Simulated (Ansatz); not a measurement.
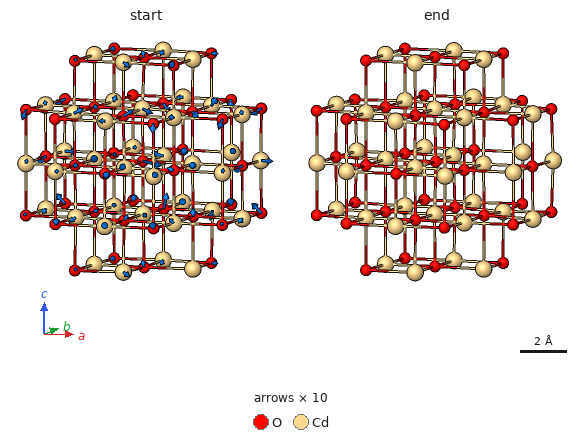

The structure of a defect cell of composition O31Cd32 before (left) and after (right) a relaxation, at one scale. The blue arrows give the displacements, magnified 10 times.

The picture is a ball-and-stick view of the atoms within 5.8 Å of the atom that moves most (axes of the cell of the calculation), seen slightly off an axis.

These are results of Ansatz 0.2.0, DFT, PBEsol, PAW, plane waves, not measurements. (plane-wave cutoff 420 eV; k-point mesh 1 × 1 × 1; mesh shifted by (0.25, 0.25, 0.25); no spin polarisation; atoms relaxed in a fixed cell; force threshold 0.03 eV/Å; at most 80 steps)

**What changed between the two?**

Over 4 geometry steps the energy falls by 0.451 eV per cell of the calculation. The largest force component goes from 0.63 to 0.011 eV/Å. An O atom moves most: 0.097 Å along [2 2 −1]. Largest moves by element: O 0.097 Å, Cd 0.066 Å. The cell doesn't change. Near-neighbour distances that change, for instance: Cd–O 2.286 → 2.388 Å, Cd–O 2.400 → 2.306 Å, Cd–O 2.410 → 2.335 Å, Cd–O 2.313 → 2.388 Å. Among the angles between lasting bonds that change: Cd–O–Cd 88.7° → 94.4°, Cd–O–Cd 92.8° → 87.4°, Cd–O–Cd 89.6° → 94.2°.
